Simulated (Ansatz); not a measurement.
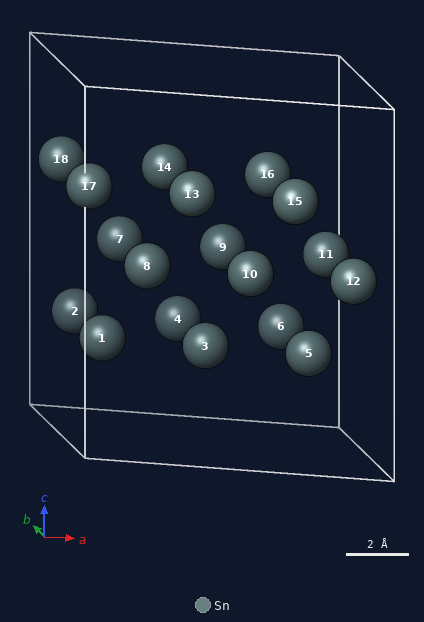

*The input geometry (spheres-only view of the cell of the calculation, with the vacuum cut short, seen slightly off an axis; atoms are numbered from 1 in the order of the input). An atom can appear more than once, as a periodic image.*

Sn: geometry relaxation (part 1 of 3)

System: Sn (slab, 18 atoms in the cell).
Method: DFT PBE, scalar-relativistic, plane waves, PAW, no spin polarisation (Ansatz 0.2.0).

The structure derives from an entry of the Crystallography Open Database. The input holds or restrains some coordinates. Forces given for the steps count only the free coordinates. It belongs to a series of runs on one base structure; here: clean slab, lower planes held. Figures and captions count atoms from 1; the log counts them from 0 in places.

Input file:
```yaml
crystal:
  lattice:
    - [10.4432471425, 0.0, 0.0]
    - [-3.4810823808, 5.7835830949, 0.0]
    - [0.0, 0.0, 21.559837203]
  atoms:
    - { symbol: Sn, position: [0.1207572984, 0.3622718951, 0.3710603157] }
    - { symbol: Sn, position: [0.1207572984, 0.8622718951, 0.3710603157] }
    - { symbol: Sn, position: [0.4540906317, 0.3622718951, 0.3710603157] }
    - { symbol: Sn, position: [0.4540906317, 0.8622718951, 0.3710603157] }
    - { symbol: Sn, position: [0.787423965, 0.3622718951, 0.3710603157] }
    - { symbol: Sn, position: [0.787423965, 0.8622718951, 0.3710603157] }
    - { symbol: Sn, position: [0.2415145967, 0.7245437902, 0.5] }
    - { symbol: Sn, position: [0.2415145967, 0.2245437902, 0.5] }
    - { symbol: Sn, position: [0.5748479301, 0.7245437902, 0.5] }
    - { symbol: Sn, position: [0.5748479301, 0.2245437902, 0.5] }
    - { symbol: Sn, position: [0.9081812634, 0.7245437902, 0.5] }
    - { symbol: Sn, position: [0.9081812634, 0.2245437902, 0.5] }
    - { symbol: Sn, position: [0.3622718951, 0.0868156853, 0.6289396843] }
    - { symbol: Sn, position: [0.3622718951, 0.5868156853, 0.6289396843] }
    - { symbol: Sn, position: [0.6956052284, 0.0868156853, 0.6289396843] }
    - { symbol: Sn, position: [0.6956052284, 0.5868156853, 0.6289396843] }
    - { symbol: Sn, position: [0.0289385618, 0.0868156853, 0.6289396843] }
    - { symbol: Sn, position: [0.0289385618, 0.5868156853, 0.6289396843] }
basis:
  ecutwfc: 420
kpoints:
  mp_grid: { grid: [2, 3, 1] }
hamiltonian:
  xc: pbe
scf:
  occupations: { method: gaussian, width: 0.1 }
output:
  forces: true
  eigenvalues: true
  write_density: true
  write_potential: true
  elf: true
  volumetric_format: npy
relax:
  adjacent_minimum: "off"
  f_tol: 0.03
  max_steps: 70
  constraints: [{ sites: [0, 1, 2, 3, 4, 5] }]
efield:
  axis: 3
  dipole_correction: true
  ramp_width: 0.04
```

Machine: 4 threads of Intel Xeon @ 2.90GHz (Ice Lake), 16 GiB of memory available, shared host.

Command:
```bash
ansatz run input.yaml --threads 4 --pin off --max-ram 12288MiB --backend cpu --events-out ev --progress --plain --runs-dir out
```

Output:
```
Engine: ansatz 0.2.0, x86_64-unknown-linux-gnu
Pseudopotentials: kind: paw
Pseudopotential: Sn, paw, valence charge 14, recommended cutoff 420 eV (normal), Sn.paw.azcp
Functional definition: PBE
  parameter kappa = 0.804
  parameter beta = 0.06672455060314922
  exchange = pbe_x(kappa = kappa, mu = beta*pi^2/3)
  correlation = pbe_c(beta = beta)
Crystal: 18 atoms, lattice volume = 1302.201 Å³
Basis set: ecut = 420 eV, 25425 PW (Γ), exchange–correlation on 144×96×300 points (8 copies of the dense FFT grid, shifted against one another)
Bands: 152, of which v1, the nominal top of the filled ones, is band 126 counted from 1 (125 counted from 0)
Symmetry: 6 space group operations
k-points: 4 of 6 (time reversal used)
Non-local potential: Sn, projectors of the file, l = 0: 2, l = 1: 2, l = 2: 2, l = 3: 2
PAW form: soft (Blöchl's): semilocal exchange-correlation on the pseudo side does not see the compensation charge
PAW one-centre angular grid: Sn, 590 points (default); XC on 64 Gauss nodes
Initial density: superposition of atomic densities (neutral atoms: chi_scale 0, normalization atom), corrected by the library's trained network
Initial wavefunctions: pseudopotential atomic-orbital guess
Functional: x = pbe(κ = 0.804, μ = 0.2195149727645171), c = pbe(β = 0.06672455060314922)
SCF iter   1: F=—  HF=-108431.829577 eV  |F-HF|=—  |Δ(HF+E_count)|=         —  Δρ=1.47e-3  dr2=7.91e-2  ethr=1.77e-3  p=0.000 e·Å  D=7.52e-14 V/Å  ΔV_dip=-0.00 eV  dr2_dipole=1.19e-7  V_vac-E_F(+/−)=4.15/4.15 eV  ⟨swp⟩=7.8  Hψ=2377  notcnv=0  defer=5
efield: sawtooth ramp at fractional position 0.9800 (placed from the atoms, in the widest stretch of the axis that holds none; the zero of the levels goes with the place), width 0.0400; the density the first Hamiltonian is built on has a dipole p = 0.000 e·Å; the dipole correction subtracts the counter field D = 7.52e-14 V/Å, which shifts the + side's vacuum level by -0.00 eV against the − side's; the planar-averaged density in the ramp window peaks in size at 2.9e-5 e/Å³
preconditioner: auto → LDOS  [metal: Δε(μ)=0.060 eV  Ē_g=18.605 eV  σ=0.100 eV  W_gap=0.32  n_scr=188 (ndim 8)  ℏωp=16.3 eV  f_vac=0.550  D(μ)=24.05/eV (n_scr^D=130)  β→1.0]
SCF iter   2: F=—  HF=-108431.807936 eV  |F-HF|=—  |Δ(HF+E_count)|=   2.16e-2  Δρ=7.48e-4  dr2=5.68e-3  ethr=3.14e-5  p=-0.000 e·Å  D=-7.06e-6 V/Å  ΔV_dip=0.00 eV  dr2_dipole=3.06e-8  V_vac-E_F(+/−)=4.10/4.10 eV  ⟨swp⟩=3.5  Hψ=1268  notcnv=0  defer=16
SCF iter   3: F=—  HF=-108431.808809 eV  |F-HF|=—  |Δ(HF+E_count)|=   8.73e-4  Δρ=4.30e-4  dr2=4.66e-3  ethr=2.25e-6  p=-0.000 e·Å  D=-7.09e-6 V/Å  ΔV_dip=0.00 eV  dr2_dipole=1.36e-7  V_vac-E_F(+/−)=4.10/4.10 eV  ⟨swp⟩=2.0  Hψ=1041  notcnv=0  defer=16
SCF iter   4: F=—  HF=-108431.807574 eV  |F-HF|=—  |Δ(HF+E_count)|=   1.23e-3  Δρ=7.12e-5  dr2=8.21e-5  ethr=1.85e-6  p=-0.000 e·Å  D=-6.38e-6 V/Å  ΔV_dip=0.00 eV  dr2_dipole=2.76e-9  V_vac-E_F(+/−)=4.10/4.10 eV  ⟨swp⟩=2.0  Hψ=1041  notcnv=0  defer=16
SCF iter   5: F=—  HF=-108431.807607 eV  |F-HF|=—  |Δ(HF+E_count)|=   3.25e-5  Δρ=3.83e-5  dr2=3.77e-5  ethr=3.26e-8  p=-0.000 e·Å  D=-3.88e-6 V/Å  ΔV_dip=0.00 eV  dr2_dipole=3.12e-9  V_vac-E_F(+/−)=4.10/4.10 eV  ⟨swp⟩=2.8  Hψ=1074  notcnv=0  defer=16
SCF iter   6: F=-108431.807603 eV  HF=-108431.807602 eV  |F-HF|=1.22e-6  |Δ(HF+E_count)|=   4.80e-6  Δρ=6.16e-6  dr2=1.04e-6  ethr=8.93e-9  p=-0.000 e·Å  D=-3.06e-6 V/Å  ΔV_dip=0.00 eV  dr2_dipole=1.24e-9  V_vac-E_F(+/−)=4.10/4.10 eV  ⟨swp⟩=21.2  Hψ=6638  notcnv=0
SCF 1 converged in 6 iterations: F = -108431.807603 eV  dr2 = 1.04e-6
  greatest PAW one-centre occupation: 0.991 electrons in one spin orbital (limit 2), on the Sn atom at site 11 (counted from 0), in its partial waves of l = 2
relax step   1: F+E_penalty+E_count = -108431.80760336 eV  Δ(F+E_penalty+E_count) = +0.000e0 eV  max|allowed force component| = 2.522e-1 eV/Å  Δτ_max = 0.0000 Å  (6 SCF iters, dr2 threshold 2.25e-5 eV, accepted)
Initial density: handed on by an earlier stage of this run
Initial wavefunctions: those handed on with the density
iter 1 solved again at ethr=1.02e-4 eV; its pass at ethr=3.10e-3 eV (dr2=2.58e-1 eV) is discarded
SCF iter   1: F=—  HF=-108432.203547 eV  |F-HF|=—  |Δ(HF+E_count)|=         —  Δρ=2.19e-3  dr2=2.60e-1  ethr=1.02e-4  p=-0.000 e·Å  D=-3.00e-6 V/Å  ΔV_dip=0.00 eV  dr2_dipole=1.03e-2  V_vac-E_F(+/−)=3.98/3.98 eV  ⟨swp⟩=1.8  Hψ=2111  notcnv=0  defer=63
efield: sawtooth ramp at fractional position 0.9800 (handed on by an earlier solve), width 0.0400; the density the first Hamiltonian is built on has a dipole p = -0.000 e·Å; the dipole correction subtracts the counter field D = -3.00e-6 V/Å, which shifts the + side's vacuum level by +0.00 eV against the − side's; the planar-averaged density in the ramp window peaks in size at 2.1e-7 e/Å³
preconditioner: auto → LDOS  [insulator: Δε(μ)=0.323 eV  Ē_g=18.708 eV  σ=0.100 eV  W_gap=0.77  n_scr=188 (ndim 8)  ℏωp=16.3 eV  f_vac=0.559  D(μ)=6.56/eV (n_scr^D=18)  ε∞_Penn≈1.8  β→1.0]
SCF iter   2: F=—  HF=-108432.181632 eV  |F-HF|=—  |Δ(HF+E_count)|=   2.19e-2  Δρ=8.40e-4  dr2=6.27e-2  ethr=1.02e-4  p=-0.007 e·Å  D=-9.09e-4 V/Å  ΔV_dip=0.02 eV  dr2_dipole=6.39e-3  V_vac-E_F(+/−)=3.91/3.89 eV  ⟨swp⟩=2.0  Hψ=658  notcnv=0  defer=63
SCF iter   3: F=—  HF=-108432.176840 eV  |F-HF|=—  |Δ(HF+E_count)|=   4.79e-3  Δρ=4.05e-4  dr2=1.98e-2  ethr=2.49e-5  p=-0.006 e·Å  D=-8.69e-4 V/Å  ΔV_dip=0.02 eV  dr2_dipole=5.91e-4  V_vac-E_F(+/−)=3.89/3.87 eV  ⟨swp⟩=2.8  Hψ=956  notcnv=0  defer=63
SCF iter   4: F=—  HF=-108432.174817 eV  |F-HF|=—  |Δ(HF+E_count)|=   2.02e-3  Δρ=1.25e-4  dr2=3.25e-3  ethr=7.86e-6  p=-0.006 e·Å  D=-8.68e-4 V/Å  ΔV_dip=0.02 eV  dr2_dipole=2.71e-4  V_vac-E_F(+/−)=3.87/3.85 eV  ⟨swp⟩=1.8  Hψ=648  notcnv=0  defer=62
SCF iter   5: F=—  HF=-108432.174426 eV  |F-HF|=—  |Δ(HF+E_count)|=   3.91e-4  Δρ=5.80e-5  dr2=3.75e-4  ethr=1.29e-6  p=-0.005 e·Å  D=-7.39e-4 V/Å  ΔV_dip=0.02 eV  dr2_dipole=3.92e-5  V_vac-E_F(+/−)=3.86/3.84 eV  ⟨swp⟩=2.0  Hψ=664  notcnv=0  defer=62
SCF iter   6: F=—  HF=-108432.174394 eV  |F-HF|=—  |Δ(HF+E_count)|=   3.17e-5  Δρ=3.87e-5  dr2=7.98e-5  ethr=1.49e-7  p=-0.005 e·Å  D=-6.32e-4 V/Å  ΔV_dip=0.01 eV  dr2_dipole=4.68e-6  V_vac-E_F(+/−)=3.85/3.83 eV  ⟨swp⟩=3.0  Hψ=1157  notcnv=0  defer=62
SCF iter   7: F=—  HF=-108432.174383 eV  |F-HF|=—  |Δ(HF+E_count)|=   1.08e-5  Δρ=8.56e-6  dr2=4.82e-6  ethr=3.17e-8  p=-0.004 e·Å  D=-5.48e-4 V/Å  ΔV_dip=0.01 eV  dr2_dipole=2.20e-7  V_vac-E_F(+/−)=3.84/3.83 eV  ⟨swp⟩=2.8  Hψ=1068  notcnv=0  defer=62
SCF iter   8: F=-108432.174384 eV  HF=-108432.174384 eV  |F-HF|=6.07e-8  |Δ(HF+E_count)|=   9.47e-7  Δρ=2.15e-6  dr2=1.80e-7  ethr=1.58e-9  p=-0.003 e·Å  D=-4.76e-4 V/Å  ΔV_dip=0.01 eV  dr2_dipole=8.84e-8  V_vac-E_F(+/−)=3.84/3.83 eV  ⟨swp⟩=20.2  Hψ=5519  notcnv=0
SCF 2 converged in 8 iterations: F = -108432.174384 eV  dr2 = 1.80e-7
[... from here on the iterations of each SCF are left out, up to the last one ...]
relax step   2: F+E_penalty+E_count = -108432.17438429 eV  Δ(F+E_penalty+E_count) = -3.668e-1 eV  max|allowed force component| = 2.867e-1 eV/Å  Δτ_max = 0.1943 Å  (8 SCF iters, dr2 threshold 3.98e-6 eV, accepted)
efield: sawtooth ramp at fractional position 0.9800 (handed on by an earlier solve), width 0.0400; the density the first Hamiltonian is built on has a dipole p = -0.003 e·Å; the dipole correction subtracts the counter field D = -4.76e-4 V/Å, which shifts the + side's vacuum level by +0.01 eV against the − side's; the planar-averaged density in the ramp window peaks in size at 2.3e-7 e/Å³
preconditioner: auto → LDOS  [insulator: Δε(μ)=0.259 eV  Ē_g=18.772 eV  σ=0.100 eV  W_gap=0.81  n_scr=188 (ndim 8)  ℏωp=16.3 eV  f_vac=0.570  D(μ)=7.50/eV (n_scr^D=22)  ε∞_Penn≈1.8  β→1.0]
SCF 3 converged in 6 iterations: F = -108432.409670 eV  dr2 = 2.38e-6
relax step   3: F+E_penalty+E_count = -108432.40967025 eV  Δ(F+E_penalty+E_count) = -2.353e-1 eV  max|allowed force component| = 1.059e-1 eV/Å  Δτ_max = 0.1975 Å  (6 SCF iters, dr2 threshold 5.14e-6 eV, accepted)
efield: sawtooth ramp at fractional position 0.9800 (handed on by an earlier solve), width 0.0400; the density the first Hamiltonian is built on has a dipole p = -0.015 e·Å; the dipole correction subtracts the counter field D = -2.06e-3 V/Å, which shifts the + side's vacuum level by +0.04 eV against the − side's; the planar-averaged density in the ramp window peaks in size at 2.0e-7 e/Å³
preconditioner: auto → LDOS  [insulator: Δε(μ)=0.470 eV  Ē_g=18.833 eV  σ=0.100 eV  W_gap=0.58  n_scr=188 (ndim 8)  ℏωp=16.3 eV  f_vac=0.578  D(μ)=10.61/eV (n_scr^D=38)  ε∞_Penn≈1.8  β→1.0]
SCF 4 converged in 6 iterations: F = -108432.525888 eV  dr2 = 1.16e-6
relax step   4: F+E_penalty+E_count = -108432.52588756 eV  Δ(F+E_penalty+E_count) = -1.162e-1 eV  max|allowed force component| = 4.878e-2 eV/Å  Δτ_max = 0.1895 Å  (6 SCF iters, dr2 threshold 1.53e-6 eV, accepted)
efield: sawtooth ramp at fractional position 0.9800 (handed on by an earlier solve), width 0.0400; the density the first Hamiltonian is built on has a dipole p = -0.001 e·Å; the dipole correction subtracts the counter field D = -1.08e-4 V/Å, which shifts the + side's vacuum level by +0.00 eV against the − side's; the planar-averaged density in the ramp window peaks in size at 7.1e-8 e/Å³
preconditioner: auto → LDOS  [insulator: Δε(μ)=0.366 eV  Ē_g=18.856 eV  σ=0.100 eV  W_gap=0.51  n_scr=188 (ndim 8)  ℏωp=16.3 eV  f_vac=0.582  D(μ)=9.81/eV (n_scr^D=38)  ε∞_Penn≈1.8  β→1.0]
SCF 5 converged in 7 iterations: F = -108432.526600 eV  dr2 = 7.02e-8
relax step   5: F+E_penalty+E_count = -108432.52659978 eV  Δ(F+E_penalty+E_count) = -7.122e-4 eV  max|allowed force component| = 7.843e-2 eV/Å  Δτ_max = 0.1128 Å  (7 SCF iters, accepted)
efield: sawtooth ramp at fractional position 0.9800 (handed on by an earlier solve), width 0.0400; the density the first Hamiltonian is built on has a dipole p = 0.000 e·Å; the dipole correction subtracts the counter field D = 2.72e-5 V/Å, which shifts the + side's vacuum level by -0.00 eV against the − side's; the planar-averaged density in the ramp window peaks in size at 3.8e-8 e/Å³
preconditioner: auto → LDOS  [insulator: Δε(μ)=0.458 eV  Ē_g=18.820 eV  σ=0.100 eV  W_gap=0.54  n_scr=188 (ndim 8)  ℏωp=16.3 eV  f_vac=0.579  D(μ)=10.25/eV (n_scr^D=38)  ε∞_Penn≈1.8  β→1.0]
SCF 6 converged in 6 iterations: F = -108432.534636 eV  dr2 = 3.04e-7
relax step   6: F+E_penalty+E_count = -108432.53463600 eV  Δ(F+E_penalty+E_count) = -8.036e-3 eV  max|allowed force component| = 3.373e-2 eV/Å  Δτ_max = 0.0601 Å  (6 SCF iters, dr2 threshold 1.30e-6 eV, accepted)
SCF iter   1: F=—  HF=-108432.536610 eV  |F-HF|=—  |Δ(HF+E_count)|=         —  Δρ=2.28e-4  dr2=8.70e-4  ethr=2.97e-6  p=0.000 e·Å  D=4.69e-5 V/Å  ΔV_dip=-0.00 eV  dr2_dipole=2.04e-4  V_vac-E_F(+/−)=3.70/3.70 eV  ⟨swp⟩=3.0  Hψ=1333  notcnv=0  defer=67
efield: sawtooth ramp at fractional position 0.9800 (handed on by an earlier solve), width 0.0400; the density the first Hamiltonian is built on has a dipole p = 0.000 e·Å; the dipole correction subtracts the counter field D = 4.69e-5 V/Å, which shifts the + side's vacuum level by -0.00 eV against the − side's; the planar-averaged density in the ramp window peaks in size at 6.4e-8 e/Å³
preconditioner: auto → LDOS  [insulator: Δε(μ)=0.452 eV  Ē_g=18.833 eV  σ=0.100 eV  W_gap=0.53  n_scr=188 (ndim 8)  ℏωp=16.3 eV  f_vac=0.580  D(μ)=10.01/eV (n_scr^D=38)  ε∞_Penn≈1.8  β→1.0]
SCF iter   2: F=—  HF=-108432.536588 eV  |F-HF|=—  |Δ(HF+E_count)|=   2.18e-5  Δρ=5.24e-5  dr2=1.26e-4  ethr=3.45e-7  p=0.003 e·Å  D=4.20e-4 V/Å  ΔV_dip=-0.01 eV  dr2_dipole=2.00e-5  V_vac-E_F(+/−)=3.70/3.71 eV  ⟨swp⟩=2.2  Hψ=926  notcnv=0  defer=67
SCF iter   3: F=—  HF=-108432.536614 eV  |F-HF|=—  |Δ(HF+E_count)|=   2.53e-5  Δρ=4.45e-5  dr2=1.66e-4  ethr=4.98e-8  p=-0.002 e·Å  D=-2.66e-4 V/Å  ΔV_dip=0.01 eV  dr2_dipole=7.72e-5  V_vac-E_F(+/−)=3.70/3.70 eV  ⟨swp⟩=2.0  Hψ=1047  notcnv=0  defer=67
SCF iter   4: F=—  HF=-108432.536591 eV  |F-HF|=—  |Δ(HF+E_count)|=   2.21e-5  Δρ=8.73e-6  dr2=1.29e-6  ethr=4.98e-8  p=0.000 e·Å  D=3.36e-5 V/Å  ΔV_dip=-0.00 eV  dr2_dipole=4.61e-7  V_vac-E_F(+/−)=3.70/3.70 eV  ⟨swp⟩=3.0  Hψ=1043  notcnv=0  defer=67
SCF iter   5: F=—  HF=-108432.536502 eV  |F-HF|=—  |Δ(HF+E_count)|=   8.94e-5  Δρ=3.02e-6  dr2=6.88e-7  ethr=5.13e-10  p=-0.000 e·Å  D=-2.82e-6 V/Å  ΔV_dip=0.00 eV  dr2_dipole=2.18e-7  V_vac-E_F(+/−)=3.70/3.70 eV  ⟨swp⟩=2.8  Hψ=1071  notcnv=0  defer=67
SCF iter   6: F=-108432.536502 eV  HF=-108432.536502 eV  |F-HF|=4.66e-8  |Δ(HF+E_count)|=   1.12e-7  Δρ=1.57e-6  dr2=9.43e-8  ethr=3.97e-11  p=0.000 e·Å  D=3.07e-6 V/Å  ΔV_dip=-0.00 eV  dr2_dipole=2.33e-8  V_vac-E_F(+/−)=3.70/3.70 eV  ⟨swp⟩=16.5  Hψ=5092  notcnv=0
SCF 7 converged in 6 iterations: F = -108432.536502 eV  dr2 = 9.43e-8
relax step   7: F+E_penalty+E_count = -108432.53650215 eV  Δ(F+E_penalty+E_count) = -1.866e-3 eV  max|allowed force component| = 1.546e-3 eV/Å  Δτ_max = 0.0178 Å  (6 SCF iters, accepted)
```

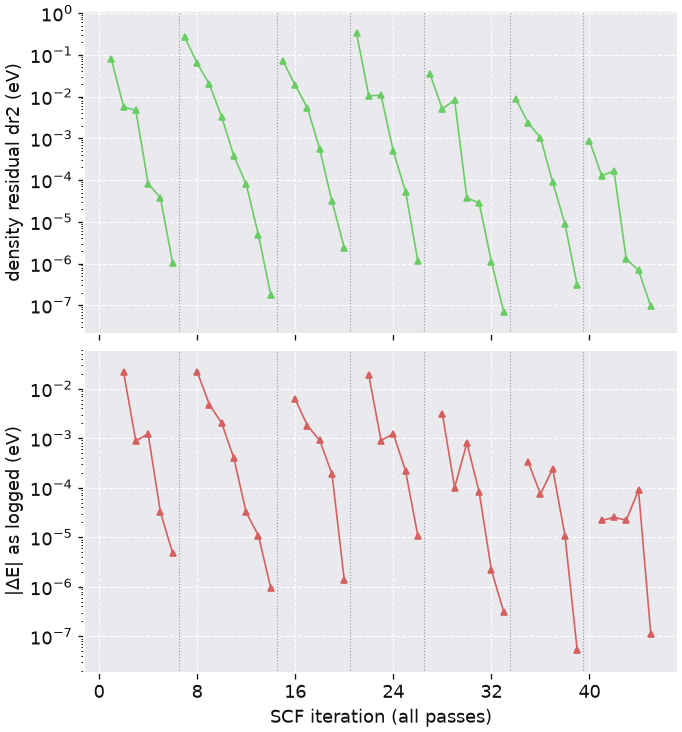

*Convergence of the self-consistent field: density residual dr2 and size of the energy change against the SCF iteration. The dotted lines part the SCF passes of the relaxation: geometry steps, rejected trials and re-solves on a re-selected basis.*

The 7 passes take 6 to 8 iterations each, 45 in all.
